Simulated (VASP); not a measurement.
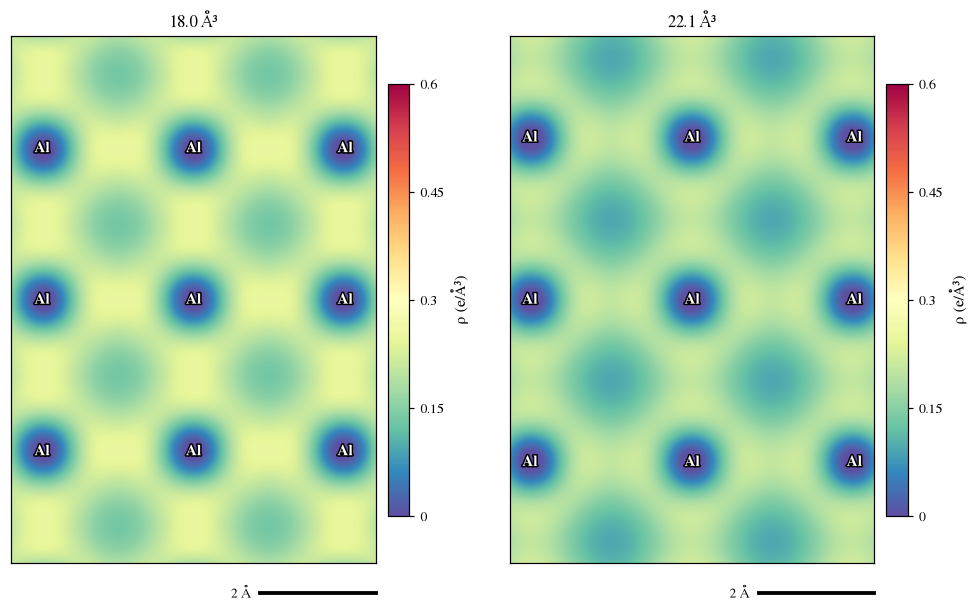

Al. The valence pseudo-density of cells scaled evenly to different volumes (given per atom above each panel), on the (010) plane of each (indices in the axes of the cell below), at one length scale and on one colour scale.

A generated structure, not necessarily the stable one.

These are results of VASP, Kohn-Sham DFT of a periodic cell, revPBE, VASP PAW PBE potentials, recommended, not measurements.

Core electrons are frozen (PAW), and the valence fields are smoothed inside the atomic spheres.

The largest cell:

```
Al
1.0
     2.80636    0.00000    0.00000
     0.00000    2.80636    0.00000
     0.00000    0.00000    2.80636
Al
1
Direct
  0.00000 0.00000 0.00000
```

| volume (Å³/atom) | Al–Al contact in the plane (Å) | ρ at its midpoint (e/Å³) | pressure (GPa) | 
| --- | --- | --- | --- |
| 18.01 | 2.621 | 0.251 | 9.2 | 
| 20.46 | 2.735 | ? | ? | 
| 22.10 | 2.806 | 0.205 | −3.7 | 

> Estimate the missing row, and compare with the calculation.

Over the known rows ln ρ falls by 1.09 per Å of Al–Al distance (the line through the two), which gives 0.222 e/Å³ at 2.735 Å; the calculation gives 0.222 e/Å³. For the pressure, a straight line in volume between the neighbouring rows gives 1.5 GPa; the calculation gives −0.1, lower because pressure rises ever faster on compression.
